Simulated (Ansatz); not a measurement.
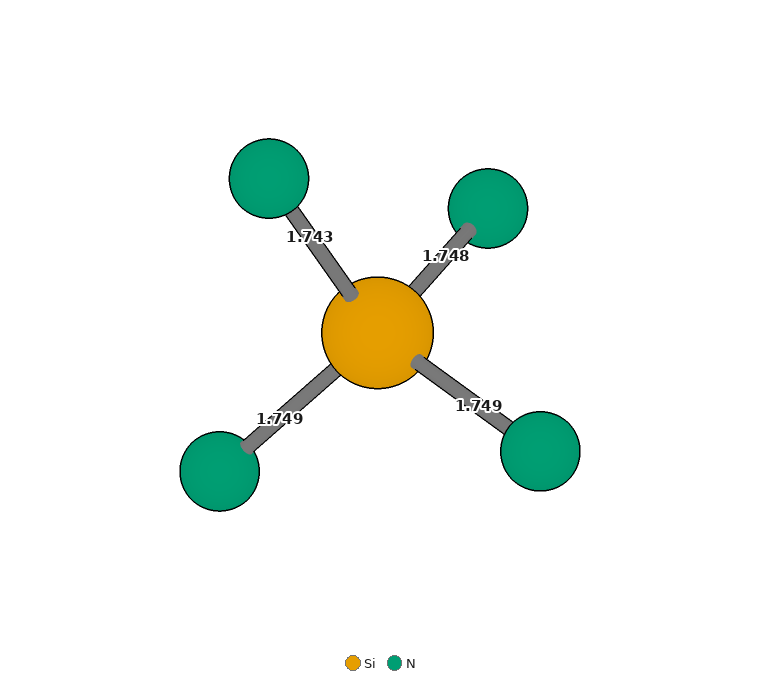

The surroundings of site Si1 (at 0.769, 0.175, 0.750) in Si$_{3}$N$_{4}$ (P6_3/m, No. 176), with bond lengths in Å.

Origin of the cell: coordinates from a relaxation with DFT, PAW plane waves, pbe in Ansatz.

```
Si N
1.0
     7.66324    0.00000    0.00000
    -3.83162    6.63656    0.00000
     0.00000    0.00000    2.92665
Si N
6 8
Direct
  0.76887 0.17497 0.75000
  0.59390 0.76887 0.25000
  0.82503 0.59390 0.75000
  0.23113 0.82503 0.25000
  0.40610 0.23113 0.75000
  0.17497 0.40610 0.25000
  0.03083 0.32999 0.75000
  0.70084 0.03083 0.25000
  0.67001 0.70084 0.75000
  0.96917 0.67001 0.25000
  0.29916 0.96917 0.75000
  0.32999 0.29916 0.25000
  0.66667 0.33333 0.75000
  0.33333 0.66667 0.25000
```

Bond valence s = exp((R0 − d)/b), R0 fitted to published crystal structures with b = 0.37 Å; R0 in Å: Si4+–N 1.740.

**Calculate the bond-valence sum of Si1 from the bonds drawn.**

1 × 0.992 + 1 × 0.979 + 2 × 0.976 = 3.92 v.u., against a formal valence of 4: a close match.

**And over the whole structure?**

```
site              x, y, z  formal valence  bond-valence sum  difference
 Si1  0.769, 0.175, 0.750              +4              4.04        0.04
  N1  0.031, 0.330, 0.750              −3              3.02        0.02
  N2  0.667, 0.333, 0.750              −3              3.07        0.07
```

These sums include all anions within 5 Å. The global instability index (root mean square of the differences over all atoms) is 0.04 v.u.: little strain. Cells relaxed with PBE tend to have slightly long bonds, which lowers the sums.
